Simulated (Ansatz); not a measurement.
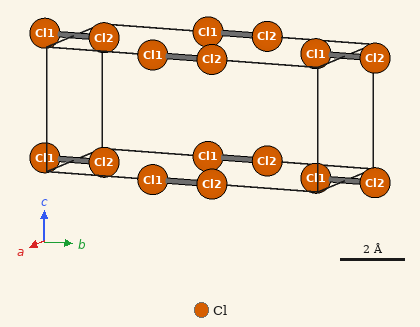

Figure 1. The structure as given in the input (ball-and-stick view of the cell 2 times as large as that of the calculation, set on its symmetry axes, seen slightly off an axis; atoms are numbered from 1 in the order of the input). An atom can appear more than once, as a periodic image.

**Geometry relaxation, with input and output: Cl (part 1 of 2)**

The run: geometry relaxation of Cl (Cmmm, 2 atoms in the cell). Method and program: DFT PBE, scalar-relativistic, plane waves, PAW, no spin polarisation (Ansatz 0.2.0).

The structure was made by a generator, so it may or may not be a known phase. Figures and captions count atoms from 1; the log counts them from 0 in places.

## Input file
```yaml
crystal:
  lattice:
    - [2.211594501, -4.6049353013, 0.0]
    - [2.211594501, 4.6049353013, 0.0]
    - [0.0, 0.0, 3.9598635337]
  atoms:
    - { symbol: Cl, position: [0.6091962601, 0.3908037399, 0.0] }
    - { symbol: Cl, position: [0.3908037399, 0.6091962601, 0.0] }
basis:
  ecutwfc: 420
kpoints:
  mp_grid: { grid: [8, 8, 8] }
hamiltonian:
  xc: pbe
scf:
  occupations: { method: gaussian, width: 0.02 }
output:
  forces: true
  stress: true
  eigenvalues: true
relax:
  adjacent_minimum: "off"
  f_tol: 0.01
  max_steps: 80
  cell: { stress_tol: 0.05 }
```

Machine: 1 thread of Intel Xeon @ 2.50GHz (Skylake/Cascade Lake), 189 GiB of memory available, shared host.

Run as:
```bash
ansatz run input.yaml --threads 1 --pin off --max-ram 2560MiB --backend cpu --events-out ev --progress --plain --runs-dir out
```

## What the program printed
```
Engine: ansatz 0.2.0, x86_64-unknown-linux-gnu
Pseudopotentials: kind: paw
Pseudopotential: Cl, paw, valence charge 7, recommended cutoff 420 eV (normal), Cl.paw.azcp
Functional definition: PBE
  parameter kappa = 0.804
  parameter beta = 0.06672455060314922
  exchange = pbe_x(kappa = kappa, mu = beta*pi^2/3)
  correlation = pbe_c(beta = beta)
Crystal: 2 atoms, lattice volume = 80.656 Å³
Basis set: ecut = 420 eV, 1585 PW (Γ), exchange–correlation on 72×72×54 points (8 copies of the dense FFT grid, shifted against one another)
Bands: 11, of which v1, the nominal top of the filled ones, is band 7 counted from 1 (6 counted from 0)
Symmetry: 8 space group operations
Space group: Cmmm (ITA 65), of the structure as read, at distance tolerance 4.3e-5 Å
k-points: 105 of 512
Non-local potential: Cl, projectors of the file, l = 0: 2, l = 1: 2, l = 2: 2
PAW form: soft (Blöchl's): semilocal exchange-correlation on the pseudo side does not see the compensation charge
PAW one-centre angular grid: Cl, 110 points (default); XC on 64 Gauss nodes
Initial density: superposition of atomic densities (neutral atoms: chi_scale 0, normalization atom), corrected by the library's trained network
Initial wavefunctions: pseudopotential atomic-orbital guess
Functional: x = pbe(κ = 0.804, μ = 0.2195149727645171), c = pbe(β = 0.06672455060314922)
SCF iter   1: F=—  HF=-2158.949925 eV  |F-HF|=—  |Δ(HF+E_count)|=         —  Δρ=1.42e-3  dr2=1.60e-3  ethr=1.77e-3  ⟨swp⟩=6.4  Hψ=8591  notcnv=0
preconditioner: auto → none  [insulator: Δε(μ)=1.786 eV  Ē_g=13.144 eV  σ=0.020 eV  W_gap=1.00  n_scr=8 (ndim 8)  ℏωp=15.5 eV  f_vac=0.265  D(μ)=0.00/eV (n_scr^D=0)  ε∞_Penn≈2.4]
SCF iter   2: F=—  HF=-2158.950037 eV  |F-HF|=—  |Δ(HF+E_count)|=   1.12e-4  Δρ=6.63e-4  dr2=1.51e-4  ethr=1.14e-5  ⟨swp⟩=2.0  Hψ=3066  notcnv=0
SCF iter   3: F=—  HF=-2158.949984 eV  |F-HF|=—  |Δ(HF+E_count)|=   5.28e-5  Δρ=2.50e-4  dr2=2.30e-5  ethr=1.08e-6  ⟨swp⟩=2.0  Hψ=1931  notcnv=0
SCF iter   4: F=—  HF=-2158.950027 eV  |F-HF|=—  |Δ(HF+E_count)|=   4.24e-5  Δρ=8.77e-5  dr2=5.82e-6  ethr=1.64e-7  ⟨swp⟩=2.0  Hψ=1680  notcnv=0
iter 5 did not close the SCF: its close was put off for the readings that it lacked (scf_convergence_deferred on its scf_iter line)
SCF iter   5: F=-2158.950023 eV  HF=-2158.950023 eV  |F-HF|=3.92e-8  |Δ(HF+E_count)|=   3.54e-6  Δρ=1.21e-5  dr2=2.85e-8  ethr=4.16e-8  ⟨swp⟩=2.0  Hψ=1680  notcnv=0
SCF iter   6: F=-2158.950023 eV  HF=-2158.950023 eV  |F-HF|=1.89e-9  |Δ(HF+E_count)|=   3.92e-8  Δρ=2.72e-6  dr2=1.98e-9  ethr=2.04e-10  ⟨swp⟩=2.7  Hψ=4224  notcnv=0
SCF 1 converged in 6 iterations: F = -2158.950023 eV  dr2 = 1.98e-9
  greatest PAW one-centre occupation: 0.912 electrons in one spin orbital (limit 2), on the Cl atom at site 1 (counted from 0), in its partial waves of l = 0
relax step   1: F+E_penalty+E_count = -2158.95002304 eV  Δ(F+E_penalty+E_count) = +0.000e0 eV  max|allowed force component| = 2.772e-2 eV/Å  Δτ_max = 0.0000 Å  P = +0.164 GPa  Ω = 80.656 Å³  (6 SCF iters, dr2 threshold 1.00e-7 eV, accepted)
Crystal: 2 atoms, lattice volume = 81.488 Å³
Initial density: handed on by an earlier stage of this run
Initial wavefunctions: those handed on with the density
iter 1 solved again at ethr=5.63e-7 eV; its pass at ethr=3.10e-3 eV (dr2=7.88e-5 eV) is discarded
SCF iter   1: F=—  HF=-2158.951713 eV  |F-HF|=—  |Δ(HF+E_count)|=         —  Δρ=4.00e-4  dr2=7.65e-5  ethr=5.63e-7  ⟨swp⟩=2.0  Hψ=10135  notcnv=0
preconditioner: auto → none  [insulator: Δε(μ)=1.784 eV  Ē_g=13.148 eV  σ=0.020 eV  W_gap=1.00  n_scr=8 (ndim 8)  ℏωp=15.4 eV  f_vac=0.262  D(μ)=0.00/eV (n_scr^D=0)  ε∞_Penn≈2.4]
SCF iter   2: F=—  HF=-2158.951776 eV  |F-HF|=—  |Δ(HF+E_count)|=   6.25e-5  Δρ=1.82e-4  dr2=1.41e-5  ethr=5.47e-7  ⟨swp⟩=1.9  Hψ=1725  notcnv=0
SCF iter   3: F=—  HF=-2158.951778 eV  |F-HF|=—  |Δ(HF+E_count)|=   2.02e-6  Δρ=3.53e-5  dr2=1.02e-6  ethr=1.01e-7  ⟨swp⟩=2.1  Hψ=1896  notcnv=0
SCF iter   4: F=-2158.951777 eV  HF=-2158.951777 eV  |F-HF|=7.21e-9  |Δ(HF+E_count)|=   1.65e-7  Δρ=1.03e-5  dr2=5.74e-8  ethr=1.43e-9  ⟨swp⟩=6.6  Hψ=6374  notcnv=0
SCF 2 converged in 4 iterations: F = -2158.951777 eV  dr2 = 5.74e-8
relax step   2: F+E_penalty+E_count = -2158.95177748 eV  Δ(F+E_penalty+E_count) = -1.754e-3 eV  max|allowed force component| = 3.649e-3 eV/Å  Δτ_max = 0.0002 Å  P = +0.105 GPa  Ω = 81.488 Å³  energy of the carried Pulay correction = -7.038e-6 eV  (4 SCF iters, dr2 threshold 2.00e-7 eV, accepted)
Crystal: 2 atoms, lattice volume = 85.188 Å³
Basis set: ecut = 420 eV, 1653 PW (Γ), exchange–correlation on 72×72×54 points (8 copies of the dense FFT grid, shifted against one another)
iter 1 solved again at ethr=1.04e-5 eV; its pass at ethr=3.10e-3 eV (dr2=1.45e-3 eV) is discarded
SCF iter   1: F=—  HF=-2158.956379 eV  |F-HF|=—  |Δ(HF+E_count)|=         —  Δρ=1.84e-3  dr2=1.78e-3  ethr=1.04e-5  ⟨swp⟩=2.4  Hψ=10720  notcnv=0
preconditioner: auto → none  [insulator: Δε(μ)=1.792 eV  Ē_g=13.092 eV  σ=0.020 eV  W_gap=1.00  n_scr=8 (ndim 8)  ℏωp=15.1 eV  f_vac=0.287  D(μ)=0.00/eV (n_scr^D=0)  ε∞_Penn≈2.3]
SCF iter   2: F=—  HF=-2158.956184 eV  |F-HF|=—  |Δ(HF+E_count)|=   1.95e-4  Δρ=8.14e-4  dr2=2.99e-4  ethr=1.04e-5  ⟨swp⟩=2.6  Hψ=1951  notcnv=0
SCF iter   3: F=—  HF=-2158.956230 eV  |F-HF|=—  |Δ(HF+E_count)|=   4.55e-5  Δρ=2.00e-4  dr2=3.07e-5  ethr=2.14e-6  ⟨swp⟩=2.5  Hψ=1940  notcnv=0
SCF iter   4: F=—  HF=-2158.956312 eV  |F-HF|=—  |Δ(HF+E_count)|=   8.18e-5  Δρ=5.12e-5  dr2=1.39e-6  ethr=2.19e-7  ⟨swp⟩=2.0  Hψ=1703  notcnv=0
SCF iter   5: F=-2158.956312 eV  HF=-2158.956312 eV  |F-HF|=5.44e-8  |Δ(HF+E_count)|=   3.54e-7  Δρ=1.38e-5  dr2=6.64e-8  ethr=1.43e-9  ⟨swp⟩=7.0  Hψ=6643  notcnv=0
SCF 3 converged in 5 iterations: F = -2158.956312 eV  dr2 = 6.64e-8
relax step   3: F+E_penalty+E_count = -2158.95631203 eV  Δ(F+E_penalty+E_count) = -4.535e-3 eV  max|allowed force component| = 1.473e-2 eV/Å  Δτ_max = 0.0023 Å  P = +0.000 GPa  Ω = 85.188 Å³  energy of the carried Pulay correction = -3.749e-5 eV  (5 SCF iters, dr2 threshold 2.00e-7 eV, accepted)
Crystal: 2 atoms, lattice volume = 86.769 Å³
Basis set: ecut = 420 eV, 1731 PW (Γ), exchange–correlation on 72×72×54 points (8 copies of the dense FFT grid, shifted against one another)
iter 1 solved again at ethr=2.46e-6 eV; its pass at ethr=3.10e-3 eV (dr2=3.44e-4 eV) is discarded
SCF iter   1: F=—  HF=-2158.957010 eV  |F-HF|=—  |Δ(HF+E_count)|=         —  Δρ=8.19e-4  dr2=3.56e-4  ethr=2.46e-6  ⟨swp⟩=2.0  Hψ=10417  notcnv=0
preconditioner: auto → none  [insulator: Δε(μ)=1.804 eV  Ē_g=13.066 eV  σ=0.020 eV  W_gap=1.00  n_scr=12 (ndim 8)  ℏωp=14.9 eV  f_vac=0.297  D(μ)=0.00/eV (n_scr^D=0)  ε∞_Penn≈2.3]
SCF iter   2: F=—  HF=-2158.956968 eV  |F-HF|=—  |Δ(HF+E_count)|=   4.23e-5  Δρ=3.62e-4  dr2=5.62e-5  ethr=2.46e-6  ⟨swp⟩=2.0  Hψ=1854  notcnv=0
SCF iter   3: F=—  HF=-2158.957041 eV  |F-HF|=—  |Δ(HF+E_count)|=   7.29e-5  Δρ=7.88e-5  dr2=3.65e-6  ethr=4.02e-7  ⟨swp⟩=2.5  Hψ=1945  notcnv=0
SCF iter   4: F=—  HF=-2158.957043 eV  |F-HF|=—  |Δ(HF+E_count)|=   2.69e-6  Δρ=2.19e-5  dr2=3.63e-7  ethr=2.61e-8  ⟨swp⟩=2.0  Hψ=1680  notcnv=0
SCF iter   5: F=-2158.957043 eV  HF=-2158.957043 eV  |F-HF|=9.84e-9  |Δ(HF+E_count)|=  8.86e-10  Δρ=6.22e-6  dr2=1.39e-8  ethr=1.70e-10  ⟨swp⟩=3.1  Hψ=4863  notcnv=0
SCF 4 converged in 5 iterations: F = -2158.957043 eV  dr2 = 1.39e-8
relax step   4: F+E_penalty+E_count = -2158.95704335 eV  Δ(F+E_penalty+E_count) = -7.313e-4 eV  max|allowed force component| = 2.693e-3 eV/Å  Δτ_max = 0.0007 Å  P = -0.006 GPa  Ω = 86.769 Å³  energy of the carried Pulay correction = -5.009e-5 eV  (5 SCF iters, dr2 threshold 2.39e-8 eV, accepted)
Crystal: 2 atoms, lattice volume = 87.575 Å³
Basis set: ecut = 420 eV, 1743 PW (Γ), exchange–correlation on 72×72×54 points (8 copies of the dense FFT grid, shifted against one another)
iter 1 solved again at ethr=7.63e-7 eV; its pass at ethr=3.10e-3 eV (dr2=1.07e-4 eV) is discarded
SCF iter   1: F=—  HF=-2158.957145 eV  |F-HF|=—  |Δ(HF+E_count)|=         —  Δρ=4.75e-4  dr2=1.15e-4  ethr=7.63e-7  ⟨swp⟩=2.2  Hψ=10205  notcnv=0
preconditioner: auto → none  [insulator: Δε(μ)=1.805 eV  Ē_g=13.054 eV  σ=0.020 eV  W_gap=1.00  n_scr=12 (ndim 8)  ℏωp=14.8 eV  f_vac=0.303  D(μ)=0.00/eV (n_scr^D=0)  ε∞_Penn≈2.3]
SCF iter   2: F=—  HF=-2158.957131 eV  |F-HF|=—  |Δ(HF+E_count)|=   1.39e-5  Δρ=2.09e-4  dr2=1.68e-5  ethr=7.63e-7  ⟨swp⟩=2.0  Hψ=1856  notcnv=0
SCF iter   3: F=—  HF=-2158.957185 eV  |F-HF|=—  |Δ(HF+E_count)|=   5.41e-5  Δρ=4.10e-5  dr2=5.91e-7  ethr=1.20e-7  ⟨swp⟩=2.6  Hψ=1780  notcnv=0
SCF iter   4: F=—  HF=-2158.957186 eV  |F-HF|=—  |Δ(HF+E_count)|=   2.91e-7  Δρ=9.18e-6  dr2=5.90e-8  ethr=4.22e-9  ⟨swp⟩=2.4  Hψ=1851  notcnv=0
SCF iter   5: F=—  HF=-2158.957186 eV  |F-HF|=—  |Δ(HF+E_count)|=   1.59e-9  Δρ=2.83e-6  dr2=7.37e-9  ethr=4.21e-10  ⟨swp⟩=2.0  Hψ=1680  notcnv=0
SCF iter   6: F=—  HF=-2158.957186 eV  |F-HF|=—  |Δ(HF+E_count)|=  1.85e-10  Δρ=5.95e-7  dr2=3.06e-10  ethr=5.27e-11  ⟨swp⟩=2.5  Hψ=1817  notcnv=0
SCF iter   7: F=-2158.957186 eV  HF=-2158.957186 eV  |F-HF|=1.36e-12  |Δ(HF+E_count)|=  6.46e-11  Δρ=8.06e-8  dr2=4.99e-12  ethr=1.00e-12  ⟨swp⟩=4.1  Hψ=5467  notcnv=0
SCF 5 converged in 7 iterations: F = -2158.957186 eV  dr2 = 4.99e-12
relax step   5: F+E_penalty+E_count = -2158.95718579 eV  Δ(F+E_penalty+E_count) = -1.424e-4 eV  max|allowed force component| = 1.365e-3 eV/Å  Δτ_max = 0.0004 Å  P = -0.008 GPa  Ω = 87.575 Å³  energy of the carried Pulay correction = -5.642e-5 eV  (7 SCF iters, accepted)
Crystal: 2 atoms, lattice volume = 87.685 Å³
iter 1 solved again at ethr=2.17e-7 eV; its pass at ethr=3.10e-3 eV (dr2=3.04e-5 eV) is discarded
SCF iter   1: F=—  HF=-2158.957156 eV  |F-HF|=—  |Δ(HF+E_count)|=         —  Δρ=1.65e-4  dr2=1.22e-5  ethr=2.17e-7  ⟨swp⟩=3.5  Hψ=9852  notcnv=0
preconditioner: auto → none  [insulator: Δε(μ)=1.803 eV  Ē_g=13.051 eV  σ=0.020 eV  W_gap=1.00  n_scr=12 (ndim 8)  ℏωp=14.8 eV  f_vac=0.302  D(μ)=0.00/eV (n_scr^D=0)  ε∞_Penn≈2.3]
SCF iter   2: F=—  HF=-2158.957198 eV  |F-HF|=—  |Δ(HF+E_count)|=   4.25e-5  Δρ=6.58e-5  dr2=1.47e-6  ethr=8.68e-8  ⟨swp⟩=2.0  Hψ=1715  notcnv=0
SCF iter   3: F=—  HF=-2158.957200 eV  |F-HF|=—  |Δ(HF+E_count)|=   1.50e-6  Δρ=2.58e-5  dr2=2.40e-7  ethr=1.05e-8  ⟨swp⟩=2.7  Hψ=1975  notcnv=0
SCF iter   4: F=—  HF=-2158.957200 eV  |F-HF|=—  |Δ(HF+E_count)|=   5.39e-8  Δρ=5.45e-6  dr2=1.13e-8  ethr=1.71e-9  ⟨swp⟩=2.0  Hψ=1680  notcnv=0
SCF iter   5: F=—  HF=-2158.957200 eV  |F-HF|=—  |Δ(HF+E_count)|=   5.97e-9  Δρ=8.64e-7  dr2=2.84e-10  ethr=8.06e-11  ⟨swp⟩=2.4  Hψ=1814  notcnv=0
SCF iter   6: F=-2158.957200 eV  HF=-2158.957200 eV  |F-HF|=4.55e-13  |Δ(HF+E_count)|=  1.72e-10  Δρ=7.15e-8  dr2=1.47e-12  ethr=1.00e-12  ⟨swp⟩=6.0  Hψ=5018  notcnv=0
SCF 6 converged in 6 iterations: F = -2158.957200 eV  dr2 = 1.47e-12
relax step   6: F+E_penalty+E_count = -2158.95719970 eV  Δ(F+E_penalty+E_count) = -1.390e-5 eV  max|allowed force component| = 1.017e-3 eV/Å  Δτ_max = 0.0007 Å  P = -0.008 GPa  Ω = 87.685 Å³  energy of the carried Pulay correction = -5.729e-5 eV  (6 SCF iters, accepted)
Basis set: ecut = 420 eV, 1743 PW (Γ), exchange–correlation on 72×72×60 points (8 copies of the dense FFT grid, shifted against one another)
Initial wavefunctions: pseudopotential atomic-orbital guess (no wavefunctions were taken with the density)
iter 1 solved again at ethr=7.31e-7 eV; its pass at ethr=3.10e-3 eV (dr2=1.02e-4 eV) is discarded
SCF iter   1: F=—  HF=-2158.957582 eV  |F-HF|=—  |Δ(HF+E_count)|=         —  Δρ=9.45e-5  dr2=8.28e-7  ethr=7.31e-7  ⟨swp⟩=3.0  Hψ=11998  notcnv=0
preconditioner: auto → none  [insulator: Δε(μ)=1.803 eV  Ē_g=13.049 eV  σ=0.020 eV  W_gap=1.00  n_scr=12 (ndim 8)  ℏωp=14.8 eV  f_vac=0.303  D(μ)=0.00/eV (n_scr^D=0)  ε∞_Penn≈2.3]
SCF iter   2: F=—  HF=-2158.957577 eV  |F-HF|=—  |Δ(HF+E_count)|=   4.47e-6  Δρ=4.76e-5  dr2=2.03e-7  ethr=5.91e-9  ⟨swp⟩=2.3  Hψ=2193  notcnv=0
SCF iter   3: F=—  HF=-2158.957606 eV  |F-HF|=—  |Δ(HF+E_count)|=   2.90e-5  Δρ=3.16e-6  dr2=1.14e-8  ethr=1.45e-9  ⟨swp⟩=2.0  Hψ=2158  notcnv=0
SCF iter   4: F=—  HF=-2158.957607 eV  |F-HF|=—  |Δ(HF+E_count)|=   1.12e-8  Δρ=1.01e-6  dr2=2.73e-10  ethr=8.14e-11  ⟨swp⟩=2.0  Hψ=1680  notcnv=0
SCF iter   5: F=-2158.957607 eV  HF=-2158.957607 eV  |F-HF|=1.26e-10  |Δ(HF+E_count)|=   4.58e-9  Δρ=1.92e-7  dr2=1.17e-11  ethr=1.00e-12  ⟨swp⟩=6.0  Hψ=5037  notcnv=0
SCF 7 converged in 5 iterations: F = -2158.957607 eV  dr2 = 1.17e-11
relax step   7: F+E_penalty+E_count = -2158.95760651 eV  Δ(F+E_penalty+E_count) = -4.068e-4 eV  max|allowed force component| = 8.591e-4 eV/Å  Δτ_max = 0.0000 Å  P = +0.002 GPa  Ω = 87.685 Å³  stress off target by 2.11e-2 GPa  SCF on the basis re-selected at this cell (its energy is not comparable with the rows above)  (5 SCF iters)
```
